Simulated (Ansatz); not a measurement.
Two G0W0 runs on WS2 (layers cut from the bulk crystal).

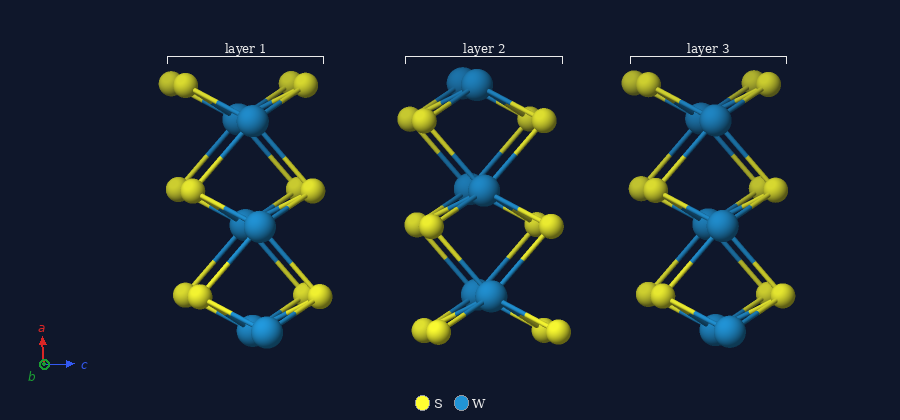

The structure (sulfur yellow, tungsten blue). 3×2×1 cells are drawn.

The cell holds 9 atoms: 6 S and 3 W. Its edges and angles: a = 3.156 Å, b = 3.156 Å, c = 53.800 Å, α = 90.0°, β = 90.0°, γ = 120.0°. It derives from WS2. Regions: layer 1, 3 atoms (2 S and 1 W); layer 2, 3 atoms (2 S and 1 W); layer 3, 3 atoms (2 S and 1 W). Vacuum lies along c.

```xyz
9
Lattice="3.1561 0.0000 0.0000 -1.5781 2.7333 0.0000 0.0000 0.0000 53.8000" Properties=species:S:1:pos:R:3
S     1.5781    0.9111   19.2491
W     0.0000    1.8222   20.8258
S     1.5781    0.9111   22.4007
S     0.0000    1.8222   25.3258
W     1.5781    0.9111   26.9000
S     0.0000    1.8222   28.4742
S     1.5781    0.9111   31.3993
W     0.0000    1.8222   32.9742
S     1.5781    0.9111   34.5509
```

The structure was relaxed with PBE-D3(BJ). The runs that relaxed it are not among those shown. Spin-orbit coupling is left out unless a run names it.

The first (Ansatz 0.2.0; start PBE, 9×9×1 mesh, 617 empty bands, screening to 70 eV, PAW set soft_1 files; 1 × NVIDIA H100 80GB HBM3 (shared by 6 runs) with 2 threads of AMD EPYC 7R13 (Zen 3), shared host) gave, on its mesh: starting gap 1.23 eV, G0W0 gap 1.72 eV, mean of 1 + 4πα/V (set by the cell height) 4.01, 1.9 min.

The second changes empty bands from 617 to 246 and screening cutoff (eV) from 70.0 to 38. What does it give?

It gave: starting gap 1.23 eV, G0W0 gap 1.67 eV, mean of 1 + 4πα/V (set by the cell height) 4.03, 56 s. The G0W0 gap moves by −0.05 eV, +0.00 eV from the start and −0.05 eV from the correction. Σc changes by +0.35 eV at the valence top and +0.30 eV at the conduction bottom, and Σx − Vxc between them by +0.00 eV.

Limits: not at the basis limit; coarse mesh for a sheet; no spin-orbit coupling.

[Paths, hosts, dates, memory and timing lines, banners, echoed tables and standing remarks are left out of the program output.]

[Logs are printed without paths, hosts, clocks, repeated set-up lines and the standing remarks that a program may print on its own settings, such as how far it seeks lower states.]

[Runs of the session that timed out or met a known fault of the program may be left out.]

[Cells called generated may have been cut or substituted from an entry of the Crystallography Open Database or the Materials Project.]

[Hosts, paths, dates, database ids (printed as entryN), source tags and the programs' standing remarks are cut or masked in the printed files.]
